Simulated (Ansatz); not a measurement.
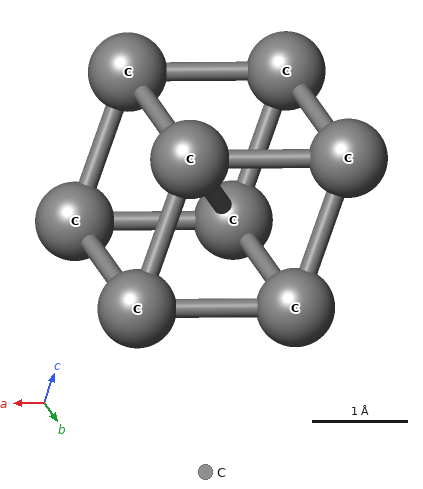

Figure 1. The structure as given in the input (ball-and-stick view of the cell of the calculation, seen at an oblique angle). Near neighbours in the crystal (not all of them lie inside the picture): C has 8 C at 1.67 Å.

**Geometry relaxation of C**

System: C (1 atom in the cell).
Method: DFT, PBE, PAW with Ansatz's default frozen-core files, scalar-relativistic, no spin polarisation (Ansatz 0.2.0).

The structure was built on a prototype by a generator; it need not be a known phase. Its volume is 0.49 times that of the source entry. It belongs to a series of runs on one base structure; here: bcc relaxed under pressure, PAW files.

### Input
```yaml
crystal:
  lattice:
    - [-0.9647074383, 0.9647074383, 0.9647074383]
    - [0.9647074383, -0.9647074383, 0.9647074383]
    - [0.9647074383, 0.9647074383, -0.9647074383]
  atoms:
    - { symbol: C, position: [0.0, 0.0, 0.0] }
kpoints:
  mp_grid: { grid: [29, 29, 29] }
scf:
  occupations: { method: fermi_dirac, width: 0.05 }
hamiltonian:
  xc: pbe
  pseudopotentials: { kind: paw }
output:
  forces: true
  stress: true
  eigenvalues: true
relax:
  f_tol: 0.005
  max_steps: 40
  cell: { p_target: 380.0, stress_tol: 0.19 }
```

Command:
```bash
ansatz run input.yaml --threads 1 --pin off --max-ram 3584MiB --backend cpu --events-out ev --progress --plain --runs-dir out
```

### What the program printed
```
Engine: ansatz 0.2.0, x86_64-unknown-linux-gnu
Pseudopotentials: kind: paw
Pseudopotential: C, paw, valence charge 4, recommended cutoff 420 eV (normal), C.paw.azcp
Functional definition: PBE
  parameter kappa = 0.804
  parameter beta = 0.06672455060314922
  exchange = pbe_x(kappa = kappa, mu = beta*pi^2/3)
  correlation = pbe_c(beta = beta)
Crystal: 1 atoms, lattice volume = 3.591 Å³
Basis set: ecut = 420 eV, 79 PW (Γ), exchange–correlation on 24×24×24 points (8 copies of the dense FFT grid, shifted against one another)
Bands: 6, of which v1, the nominal top of the filled ones, is band 2 counted from 1 (1 counted from 0)
Symmetry: 48 space group operations
Space group: Im-3m (ITA 229), of the structure as read, at distance tolerance 1.5e-5 Å
k-points: 680 of 24389
Non-local potential: C, projectors of the file, l = 0: 2, l = 1: 2, l = 2: 1
PAW form: soft (Blöchl's): semilocal exchange-correlation on the pseudo side does not see the compensation charge
PAW one-centre angular grid: C, 110 points (default); XC on 64 Gauss nodes
Initial density: superposition of atomic densities (neutral atoms: chi_scale 0, normalization atom), corrected by the library's trained network
Initial wavefunctions: pseudopotential atomic-orbital guess
Functional: x = pbe(κ = 0.804, μ = 0.2195149727645171), c = pbe(β = 0.06672455060314922)
SCF iter   1: F=—  HF=-244.293755 eV  |F-HF|=—  |Δ(HF+E_count)|=         —  Δρ=1.79e-2  dr2=3.29e-3  ethr=1.77e-3  ⟨swp⟩=3.9  Hψ=29312  notcnv=0
preconditioner: auto → none  [metal: Δε(μ)=0.008 eV  Ē_g=32.418 eV  σ=0.050 eV  W_gap=0.04  n_scr=0 (ndim 8)  ℏωp=39.2 eV  f_vac=0.000  D(μ)=0.26/eV (n_scr^D=0)]
SCF iter   2: F=—  HF=-244.290879 eV  |F-HF|=—  |Δ(HF+E_count)|=   2.88e-3  Δρ=8.13e-3  dr2=6.28e-4  ethr=8.23e-5  ⟨swp⟩=1.0  Hψ=9522  notcnv=0
SCF iter   3: F=—  HF=-244.290072 eV  |F-HF|=—  |Δ(HF+E_count)|=   8.07e-4  Δρ=3.88e-4  dr2=1.46e-6  ethr=1.57e-5  ⟨swp⟩=1.9  Hψ=4917  notcnv=0
SCF iter   4: F=—  HF=-244.290072 eV  |F-HF|=—  |Δ(HF+E_count)|=   8.77e-8  Δρ=9.11e-6  dr2=1.08e-9  ethr=3.65e-8  ⟨swp⟩=1.4  Hψ=4264  notcnv=0
iter 5 did not close the SCF: its close was put off for the readings that it lacked (scf_convergence_deferred on its scf_iter line)
SCF iter   5: F=-244.290072 eV  HF=-244.290072 eV  |F-HF|=3.55e-12  |Δ(HF+E_count)|=  2.66e-10  Δρ=1.05e-6  dr2=7.85e-12  ethr=2.70e-11  ⟨swp⟩=2.2  Hψ=5085  notcnv=0
SCF iter   6: F=-244.290072 eV  HF=-244.290072 eV  |F-HF|=2.84e-14  |Δ(HF+E_count)|=  4.21e-12  Δρ=6.47e-8  dr2=3.42e-14  ethr=1.00e-12  ⟨swp⟩=1.6  Hψ=12392  notcnv=0
SCF 1 converged in 6 iterations: F = -244.290072 eV  dr2 = 3.42e-14
  greatest PAW one-centre occupation: 0.722 electrons in one spin orbital (limit 2), on the C atom at site 0 (counted from 0), in its partial waves of l = 0
relax step   1: F+E_penalty+E_count = -244.29007202 eV  Δ(F+E_penalty+E_count) = +0.000e0 eV  max|allowed force component| = 0.000e0 eV/Å  Δτ_max = 0.0000 Å  P = +394.201 GPa  Ω = 3.591 Å³  (6 SCF iters, dr2 threshold 1.00e-7 eV, accepted)
Crystal: 1 atoms, lattice volume = 3.615 Å³
Initial density: handed on by an earlier stage of this run
Initial wavefunctions: those handed on with the density
iter 1 solved again at ethr=2.84e-7 eV; its pass at ethr=3.10e-3 eV (dr2=1.14e-5 eV) is discarded
SCF iter   1: F=—  HF=-244.347017 eV  |F-HF|=—  |Δ(HF+E_count)|=         —  Δρ=8.58e-4  dr2=1.09e-5  ethr=2.84e-7  ⟨swp⟩=1.0  Hψ=34969  notcnv=0
preconditioner: auto → none  [metal: Δε(μ)=0.014 eV  Ē_g=32.259 eV  σ=0.050 eV  W_gap=0.07  n_scr=0 (ndim 8)  ℏωp=39.1 eV  f_vac=0.000  D(μ)=0.26/eV (n_scr^D=0)]
SCF iter   2: F=—  HF=-244.347022 eV  |F-HF|=—  |Δ(HF+E_count)|=   4.64e-6  Δρ=3.76e-4  dr2=2.05e-6  ethr=2.72e-7  ⟨swp⟩=1.0  Hψ=4080  notcnv=0
SCF iter   3: F=-244.347023 eV  HF=-244.347023 eV  |F-HF|=7.95e-9  |Δ(HF+E_count)|=   1.54e-6  Δρ=1.19e-5  dr2=1.05e-9  ethr=2.50e-9  ⟨swp⟩=2.7  Hψ=12939  notcnv=0
SCF 2 converged in 3 iterations: F = -244.347023 eV  dr2 = 1.05e-9
relax step   2: F+E_penalty+E_count = -244.34702333 eV  Δ(F+E_penalty+E_count) = -5.695e-2 eV  max|allowed force component| = 0.000e0 eV/Å  Δτ_max = 0.0000 Å  P = +385.255 GPa  Ω = 3.615 Å³  energy of the carried Pulay correction = -3.265e-4 eV  (3 SCF iters, dr2 threshold 1.00e-7 eV, accepted)
Crystal: 1 atoms, lattice volume = 3.629 Å³
iter 1 solved again at ethr=9.84e-8 eV; its pass at ethr=3.10e-3 eV (dr2=3.94e-6 eV) is discarded
SCF iter   1: F=—  HF=-244.380212 eV  |F-HF|=—  |Δ(HF+E_count)|=         —  Δρ=5.05e-4  dr2=3.77e-6  ethr=9.84e-8  ⟨swp⟩=1.0  Hψ=34967  notcnv=0
preconditioner: auto → none  [metal: Δε(μ)=0.004 eV  Ē_g=32.176 eV  σ=0.050 eV  W_gap=0.02  n_scr=0 (ndim 8)  ℏωp=39.0 eV  f_vac=0.000  D(μ)=0.26/eV (n_scr^D=0)]
SCF iter   2: F=—  HF=-244.380215 eV  |F-HF|=—  |Δ(HF+E_count)|=   2.69e-6  Δρ=2.22e-4  dr2=7.14e-7  ethr=9.43e-8  ⟨swp⟩=1.0  Hψ=4080  notcnv=0
SCF iter   3: F=-244.380216 eV  HF=-244.380216 eV  |F-HF|=2.87e-9  |Δ(HF+E_count)|=   6.22e-7  Δρ=7.18e-6  dr2=3.89e-10  ethr=2.50e-9  ⟨swp⟩=2.6  Hψ=12899  notcnv=0
SCF 3 converged in 3 iterations: F = -244.380216 eV  dr2 = 3.89e-10
relax step   3: F+E_penalty+E_count = -244.38021575 eV  Δ(F+E_penalty+E_count) = -3.319e-2 eV  max|allowed force component| = 0.000e0 eV/Å  Δτ_max = 0.0000 Å  P = +380.062 GPa  Ω = 3.629 Å³  energy of the carried Pulay correction = -5.193e-4 eV  (3 SCF iters, dr2 threshold 1.00e-7 eV, accepted)
Initial wavefunctions: pseudopotential atomic-orbital guess (no wavefunctions were taken with the density)
iter 1 solved again at ethr=2.87e-9 eV; its pass at ethr=3.10e-3 eV (dr2=1.15e-7 eV) is discarded
SCF iter   1: F=—  HF=-244.380770 eV  |F-HF|=—  |Δ(HF+E_count)|=         —  Δρ=1.29e-4  dr2=9.52e-8  ethr=2.87e-9  ⟨swp⟩=3.2  Hψ=41777  notcnv=0
SCF iter   2: F=—  HF=-244.380772 eV  |F-HF|=—  |Δ(HF+E_count)|=   1.25e-6  Δρ=6.40e-5  dr2=2.15e-8  ethr=2.38e-9  ⟨swp⟩=1.0  Hψ=4087  notcnv=0
SCF iter   3: F=-244.380772 eV  HF=-244.380772 eV  |F-HF|=4.36e-11  |Δ(HF+E_count)|=   1.41e-8  Δρ=3.25e-6  dr2=7.41e-11  ethr=3.61e-12  ⟨swp⟩=2.5  Hψ=13066  notcnv=0
SCF 4 converged in 3 iterations: F = -244.380772 eV  dr2 = 7.41e-11
relax step   4: F+E_penalty+E_count = -244.38077169 eV  Δ(F+E_penalty+E_count) = -5.559e-4 eV  max|allowed force component| = 0.000e0 eV/Å  Δτ_max = 0.0000 Å  P = +380.251 GPa  Ω = 3.629 Å³  stress off target by 2.51e-1 GPa  SCF on the basis re-selected at this cell (its energy is not comparable with the rows above)  (3 SCF iters)
basis re-selected at this cell: Δ(F+E_penalty+E_count) = -5.559e-4 eV, ΔP = +0.190 GPa vs the last step (what re-selecting the basis moved, of the pressure what is left beyond the Pulay correction that the steps carried, after the strain that the cell walked since its last selection, with what the two solves' SCF thresholds leave and, on support functions, any second-order correction that the steps lacked; it is no measure of the basis error at this ecutwfc). This SCF's stress stands 2.51e-1 GPa from its target on what of the cell is left free (relax.cell.stress_tol is 1.90e-1 GPa) and its largest allowed force component is 0.00e0 eV/Å (relax.f_tol is 5.00e-3 eV/Å): not within both, so this SCF does not close the relaxation
iter 1 solved again at ethr=2.57e-10 eV; its pass at ethr=3.10e-3 eV (dr2=1.03e-8 eV) is discarded
SCF iter   1: F=—  HF=-244.382372 eV  |F-HF|=—  |Δ(HF+E_count)|=         —  Δρ=2.54e-5  dr2=9.86e-9  ethr=2.57e-10  ⟨swp⟩=1.0  Hψ=35004  notcnv=0
preconditioner: auto → none  [metal: Δε(μ)=0.004 eV  Ē_g=32.172 eV  σ=0.050 eV  W_gap=0.02  n_scr=0 (ndim 8)  ℏωp=39.0 eV  f_vac=0.000  D(μ)=0.26/eV (n_scr^D=0)]
SCF iter   2: F=-244.382373 eV  HF=-244.382373 eV  |F-HF|=1.14e-9  |Δ(HF+E_count)|=   1.22e-6  Δρ=1.11e-5  dr2=1.85e-9  ethr=2.47e-10  ⟨swp⟩=3.0  Hψ=8849  notcnv=0
SCF 5 converged in 2 iterations: F = -244.382373 eV  dr2 = 1.85e-9
relax step   5: F+E_penalty+E_count = -244.38237272 eV  Δ(F+E_penalty+E_count) = -1.601e-3 eV  max|allowed force component| = 0.000e0 eV/Å  Δτ_max = 0.0000 Å  P = +380.001 GPa  Ω = 3.629 Å³  energy of the carried Pulay correction = -9.366e-6 eV  (2 SCF iters, dr2 threshold 1.00e-7 eV, accepted)
iter 1 solved again at ethr=6.59e-11 eV; its pass at ethr=3.10e-3 eV (dr2=2.64e-9 eV) is discarded
SCF iter   1: F=—  HF=-244.382372 eV  |F-HF|=—  |Δ(HF+E_count)|=         —  Δρ=1.12e-5  dr2=1.88e-9  ethr=6.59e-11  ⟨swp⟩=3.1  Hψ=42437  notcnv=0
SCF iter   2: F=—  HF=-244.382373 eV  |F-HF|=—  |Δ(HF+E_count)|=   1.22e-6  Δρ=4.91e-6  dr2=3.52e-10  ethr=4.70e-11  ⟨swp⟩=1.0  Hψ=4092  notcnv=0
SCF iter   3: F=-244.382373 eV  HF=-244.382373 eV  |F-HF|=1.62e-12  |Δ(HF+E_count)|=  3.58e-10  Δρ=1.64e-7  dr2=2.25e-13  ethr=3.61e-12  ⟨swp⟩=3.6  Hψ=9396  notcnv=0
SCF 6 converged in 3 iterations: F = -244.382373 eV  dr2 = 2.25e-13
relax step   6: F+E_penalty+E_count = -244.38237272 eV  Δ(F+E_penalty+E_count) = -1.002e-10 eV  max|allowed force component| = 0.000e0 eV/Å  Δτ_max = 0.0000 Å  P = +380.004 GPa  Ω = 3.629 Å³  stress off target by 3.71e-3 GPa  SCF on the basis re-selected at this cell (its energy is not comparable with the rows above)  (3 SCF iters)
```

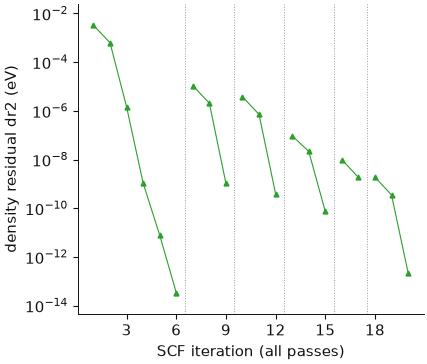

Figure 2. Convergence of the self-consistent field: density residual dr2 against the SCF iteration. The dotted lines part the SCF passes of the relaxation: geometry steps, rejected trials and re-solves on a re-selected basis. The 6 passes take 2 to 6 iterations each, 20 in all.

```
basis re-selected at this cell: Δ(F+E_penalty+E_count) = -1.002e-10 eV, ΔP = +0.002 GPa vs the last step (what re-selecting the basis moved, of the pressure what is left beyond the Pulay correction that the steps carried, after the strain that the cell walked since its last selection, with what the two solves' SCF thresholds leave and, on support functions, any second-order correction that the steps lacked; it is no measure of the basis error at this ecutwfc). This SCF's stress stands 3.71e-3 GPa from its target on what of the cell is left free (relax.cell.stress_tol is 1.90e-1 GPa) and its largest allowed force component is 0.00e0 eV/Å (relax.f_tol is 5.00e-3 eV/Å): within both
SCF converged after 3 iterations
Free energy (F): -244.382373 eV
Harris-Foulkes:  -244.382373 eV  (|F-HF|=1.62e-12)
Internal energy: -244.380244 eV  (E = F + TS)
E sigma→0 (E₀):  -244.381309 eV
Entropy (-TS):   -0.002128 eV (-2.128 meV/atom)
Fermi energy:    25.062843 eV
--- Per-component energies (eV) ---
  E_band       = 53.535408
  E_kinetic    = 102.096008
  E_local      = -10.190138  (includes V_loc(G=0)·N_el)
  E_nonlocal   = 29.674657
  E_hartree    = 1.636316
  E_xc         = -52.244761
  E_vxc        = -65.191512  (∫ρ·V_xc dr)
  E_paw        = -98.834264  (= ΣΔE_a)
  E_vpaw       = -6.126249  (= ΣTr[D̂ρ^β])
  E_aug_tail   = 0.000007  (compensation charges beyond the density's cutoff)
  E_ewald      = -216.518070
  E_smearing   = -0.002128  (= −TS)
  E_closure    = 0.000000  (closes the sum)
  Σ components = -244.382373   (vs F -244.382373, Δ=0.00e0)
--- Forces (eV/Å), atoms counted from 1 ---
  atom   1  C      0.00000000     0.00000000     0.00000000
  max |Σ_I F_I| component: 1.03e-33 eV/Å
--- Stress (GPa, compression-positive) ---
      380.003711      -0.000000       0.000000
        0.000000     380.003711       0.000000
       -0.000000      -0.000000     380.003711
  P = ⅓ Tr σ = 380.0037 GPa (3800.037 kbar)
--- Band table (eV; the first three rows and the last of 680) ---
  k-point 0: bands = ["-5.1590", "41.2714", "41.2714", "41.2714", "69.6495", "69.6495"]
  k-point 1: bands = ["-5.0827", "41.0519", "41.1034", "41.2324", "68.8879", "68.9692"]
  k-point 2: bands = ["-4.8539", "40.3919", "40.6254", "41.1172", "66.8645", "67.2244"]
  k-point 679: bands = ["20.9348", "21.2792", "21.2792", "35.4566", "36.8178", "37.1230"]
--- Relaxed structure (4 steps of the walk, 4 accepted, 2 SCFs on fresh bases) ---
  F+E_penalty+E_count = -244.38237272 eV   max|allowed force component| = 0.000e0 eV/Å   (the final SCF, on the basis selected at the relaxed cell)
  cell:  # Å, volume = 3.6295 Å³
    - [-0.9681163593365216, 0.9681163593365216, 0.9681163593365216]
    - [0.9681163593365216, -0.9681163593365216, 0.9681163593365216]
    - [0.9681163593365216, 0.9681163593365216, -0.9681163593365216]
  atoms:
    - { symbol: C, position: [0.0, 0.0, 0.0] }
```

### Trajectory as extended XYZ (Å, eV, eV/Å), 6 frames, from step=1 to step=6
```
1
Lattice="-0.9647 0.9647 0.9647 0.9647 -0.9647 0.9647 0.9647 0.9647 -0.9647" Properties=species:S:1:pos:R:3:forces:R:3 step=1 energy=-244.29007 pressure_GPa=394.20
C     0.0000    0.0000    0.0000    0.0000   0.0000   0.0000
1
Lattice="-0.9668 0.9668 0.9668 0.9668 -0.9668 0.9668 0.9668 0.9668 -0.9668" Properties=species:S:1:pos:R:3:forces:R:3 step=2 energy=-244.34702 pressure_GPa=385.26
C     0.0000    0.0000    0.0000    0.0000   0.0000   0.0000
1
Lattice="-0.9681 0.9681 0.9681 0.9681 -0.9681 0.9681 0.9681 0.9681 -0.9681" Properties=species:S:1:pos:R:3:forces:R:3 step=3 energy=-244.38022 pressure_GPa=380.06
C     0.0000    0.0000    0.0000    0.0000   0.0000   0.0000
1
Lattice="-0.9681 0.9681 0.9681 0.9681 -0.9681 0.9681 0.9681 0.9681 -0.9681" Properties=species:S:1:pos:R:3:forces:R:3 step=4 energy=-244.38077 pressure_GPa=380.25
C     0.0000    0.0000    0.0000    0.0000   0.0000   0.0000
1
Lattice="-0.9681 0.9681 0.9681 0.9681 -0.9681 0.9681 0.9681 0.9681 -0.9681" Properties=species:S:1:pos:R:3:forces:R:3 step=5 energy=-244.38237 pressure_GPa=380.00
C     0.0000    0.0000    0.0000    0.0000   0.0000   0.0000
1
Lattice="-0.9681 0.9681 0.9681 0.9681 -0.9681 0.9681 0.9681 0.9681 -0.9681" Properties=species:S:1:pos:R:3:forces:R:3 step=6 energy=-244.38237 pressure_GPa=380.00
C     0.0000    0.0000    0.0000    0.0000   0.0000   0.0000
```

### Results in brief

| quantity | value |
| --- | --- |
| outcome | converged |
| space group (tolerance 0.01 Å) | Im-3m (229) |
| electrons treated | 4 |
| free energy | −244.3824 eV |
| Fermi energy | 25.063 eV |
| pressure | 380.00 GPa |
| final volume | 3.63 Å³ |
| largest force (length of the vector) at the end | under 0.001 eV/Å |
| final cell | a = 1.677 Å, b = 1.677 Å, c = 1.677 Å, α = 109.47°, β = 109.47°, γ = 109.47° |
| hardware | 1 thread of Intel Xeon @ 2.50GHz (Skylake/Cascade Lake), 192 GiB of memory available, shared host |
| wall time | 21 s |
| peak memory | 0.36 GiB |

The cell was relaxed to the target pressure of the input; what is minimised is then the enthalpy E + pV.
